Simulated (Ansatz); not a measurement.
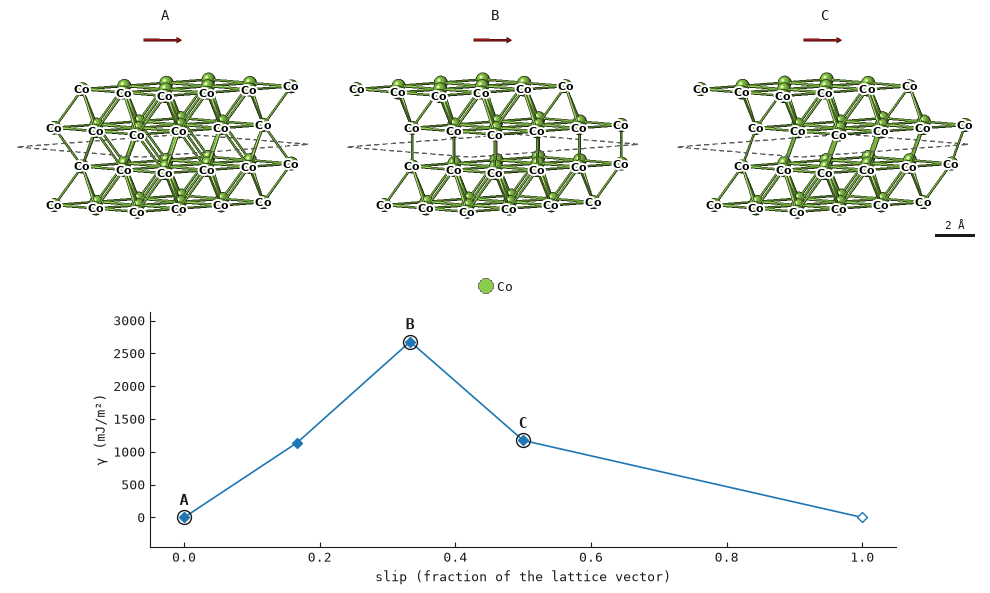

Energy scan for a crystal of Co (P6_3/mmc), in which the crystal above a cut along the (0 0 1) plane of the conventional cell (between a plane of Co below and one of Co above, 2.02 Å apart) is slid rigidly by fractions of an in-plane lattice vector 4.32 Å long (a generalised stacking fault). One cut stands in each cell, which starts 12.1 Å high; nothing is relaxed, and the dashed outline marks the cut, the arrow on top the direction of slip. The lettered frames are marked on the plot. Hollow markers are points alike by symmetry, not computed again. The picture is a ball-and-stick view of the layers on both sides of the cut, seen from the side, nearly along the cut plane.

Level of theory: Ansatz 0.2.0, DFT PBE, scalar-relativistic, plane waves, PAW. Set-up: plane-wave cutoff 420 eV; k-point mesh 27 × 27 × 5; occupations gaussian; smearing width 0.15 eV; collinear spin. Energies (free energies at the smearing named) are counted from the relaxed crystal.

Read off the main features of the energy profile.

Answer. The curve starts and ends at zero, since a full lattice vector restores the crystal. Its highest computed point is 2679 mJ/m² at slip 0.333. The points are too sparse to place its extrema closely. Relaxation across the fault would lower the values.

The computed points:

| slip (fraction of the lattice vector) | γ (mJ/m²) |
| --- | --- |
| 0.000 | 0 |
| 0.167 | 1139 |
| 0.333 | 2679 |
| 0.500 | 1173 |
| 1.000 | 0 |

Points that are alike by symmetry were computed once.
